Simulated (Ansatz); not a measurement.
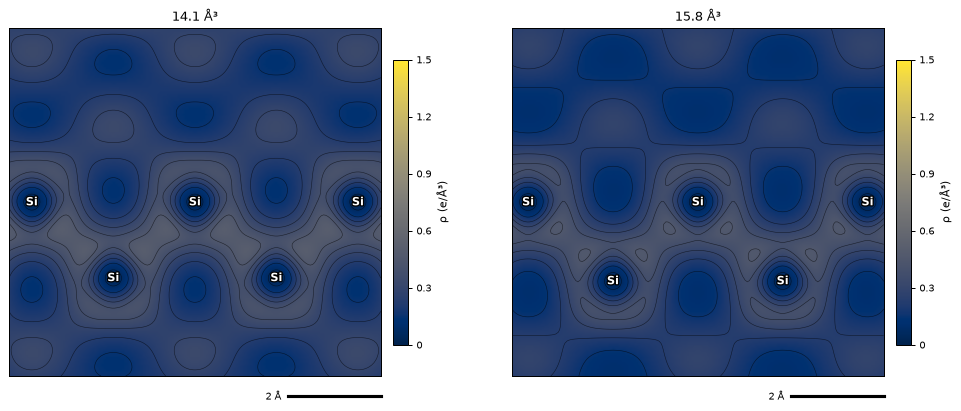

Si. The valence electron density of cells scaled evenly to different volumes (given per atom above each panel), on the (110) plane of each (indices in the axes of the cell below), at one length scale and on one colour scale.

A structure from a database of computed crystals, not necessarily the ambient phase.

The calculation used Kohn-Sham DFT of a periodic cell, PBEsol, Ansatz PAW in Ansatz 0.2.0.

Core electrons are frozen (PAW), and the valence fields are smoothed inside the atomic spheres.

The largest cell:

```xyz
2
Lattice="-2.4179 2.4179 1.3553 2.4179 -2.4179 1.3553 2.4179 2.4179 -1.3553" Properties=species:S:1:pos:R:3 pbc="T T T"
Si    0.0000    0.0000    1.3553
Si    2.4179    0.0000    0.6777
```

| volume (Å³/atom) | Si–Si contact in the plane (Å) | ρ at its midpoint (e/Å³) | pressure (GPa) | 
| --- | --- | --- | --- |
| 14.05 | 2.412 | 0.480 | 9.1 | 
| 14.65 | 2.446 | ? | ? | 
| 15.85 | 2.511 | 0.418 | −5.4 | 

Q: Estimate the missing row, and compare with the calculation.

A: Over the known rows ln ρ falls by 1.40 per Å of Si–Si distance (the line through the two), which gives 0.458 e/Å³ at 2.446 Å; the calculation gives 0.458 e/Å³. For the pressure, a straight line in volume between the neighbouring rows gives 4.3 GPa; the calculation gives 3.2, lower because pressure rises ever faster on compression.
